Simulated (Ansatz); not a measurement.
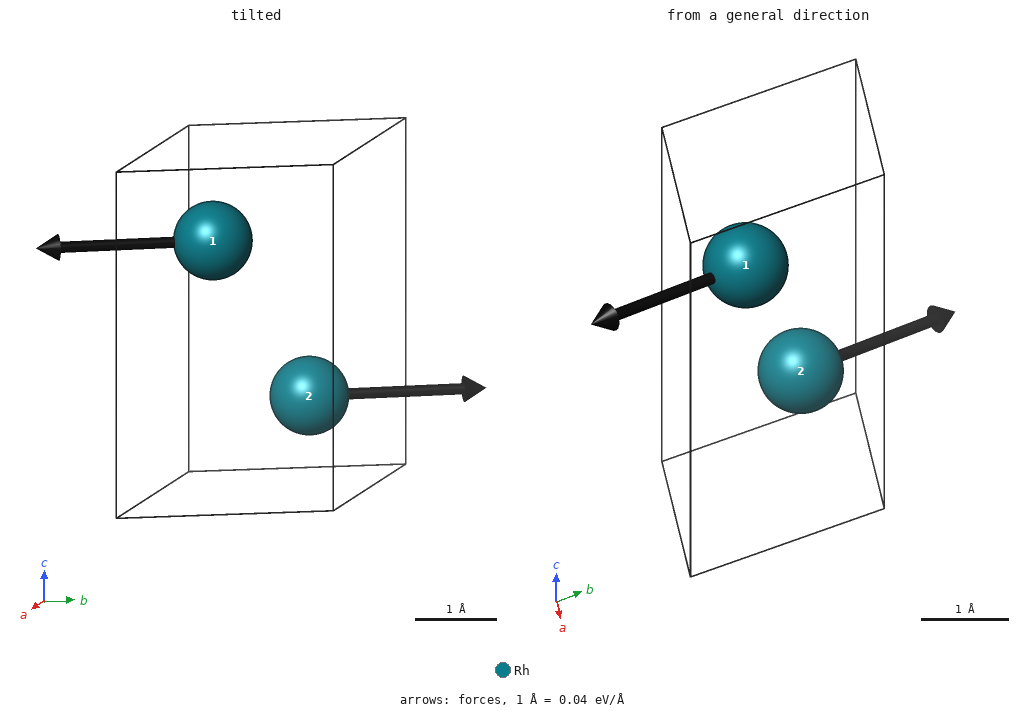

Crystal structure, spheres-only style, seen slightly off an axis and from a general direction. The cell (the run's own, in a reduced setting) is outlined; an atom on or near a face, edge or corner is repeated at each equivalent position. The arrows are the computed forces on the atoms.

System: Rh. The numbers come from Ansatz 0.2.0, DFT PBEsol, scalar-relativistic, plane waves, PAW, using a basis cut at 420 eV, k-points about 0.15 Å⁻¹ apart, Gaussian smearing of 0.15 eV, no spin polarisation.

Is this an equilibrium geometry?

No. The atoms still feel forces of up to about 0.071 eV/Å, above a usual threshold of 0.01 to 0.03 eV/Å.

Where does the largest force act?

Rh1 and Rh2, about 0.071 eV/Å.

The initial geometry was a structure listed in the Materials Project. The cell was then strained or its atoms displaced on purpose. It went into a calculation with Ansatz.
